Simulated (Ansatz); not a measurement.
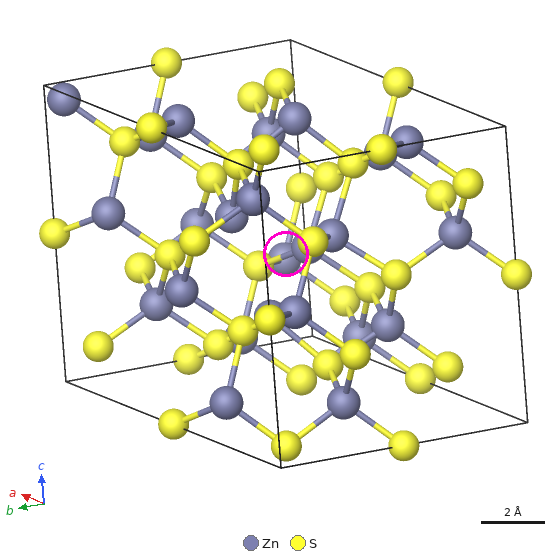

Drawn in the ball-and-stick manner and seen from a general direction. The wireframe shows the supercell. The host is ZnS, in a cell of 48 sites, and the cell is neutral. A ring marks the defect's site.

Describe the defect.

Answer. A sulfur vacancy. Around the empty site lie four Zn at about 2.1 Å.

The atoms were relaxed in the host's cell with Ansatz, DFT PBE, scalar-relativistic, plane waves, PAW.
